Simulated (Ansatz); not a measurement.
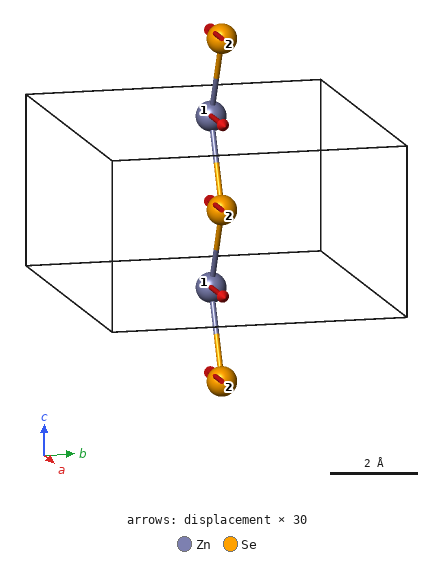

A relaxation of a wire of composition ZnSe. The starting structure is drawn; red arrows show the displacements (the part carried along by the change of the cell is left out), magnified 30 times.

Style: ball-and-stick. Shown: the cell of the calculation, with the vacuum cut short, slightly off an axis.

Case: zigzag chain of atoms.

These are results of Ansatz 0.2.0, DFT PBE, scalar-relativistic, plane waves, PAW, not measurements.

Input
```yaml
crystal:
  lattice:
    - [10.0, 0.0, 0.0]
    - [0.0, 9.3, 0.0]
    - [0.0, 0.0, 4.0207746269]
  atoms:
    - { symbol: Zn, position: [0.4497403172, 0.5, 0.0], spin: 0.5 }
    - { symbol: Se, position: [0.5502596828, 0.5, 0.5], spin: 0.5 }
basis:
  ecutwfc: 420
kpoints:
  mp_grid: { grid: [1, 1, 16] }
hamiltonian:
  xc: pbe
scf:
  occupations: { method: gaussian, width: 0.05 }
output:
  forces: true
  stress: true
  eigenvalues: true
  populations: true
  write_density: true
  write_potential: true
  elf: true
  volumetric_format: npy
magnetization:
  spin_polarized: true
relax:
  adjacent_minimum: "off"
  f_tol: 0.01
  max_steps: 45
  cell: { fix: [a, b, alpha, beta, gamma], stress_tol: 0.03 }
```

Command:
```bash
ansatz run input.yaml --threads 2 --pin off --max-ram 5120MiB --backend cpu --events-out ev --progress --plain --runs-dir out
```

Q: What happened in the run?

A: The largest moves relative to the layer's centre, 0.045 Å, are those of Zn1 and Se2. By element the largest moves are Zn 0.045 Å, Se 0.045 Å. Along the periodic axis the drawn cell goes c 4.021 → 4.158 Å (+3.4 %). Near-neighbour distances that change, for instance: Zn1–Se2 2.248 → 2.272 Å. Bond angles that change, for instance: Se2–Zn1–Se2 126.9° → 132.5°, Zn1–Se2–Zn1 126.9° → 132.5°. The energy falls by 30.0 meV per cell of the calculation in 2 accepted moves (3 points after the start). Largest force component: 0.011 eV/Å at the start, 0.0013 eV/Å at the end. At 1 point the geometry stayed and the basis and grid were re-selected for the new cell (energy shift of 0.4 meV per cell of the calculation at most each time). The program noted that the starting moments weren't kept. The run took 47 s on 2 threads of Arm Neoverse V1 (shared host), peak memory 0.61 GiB.
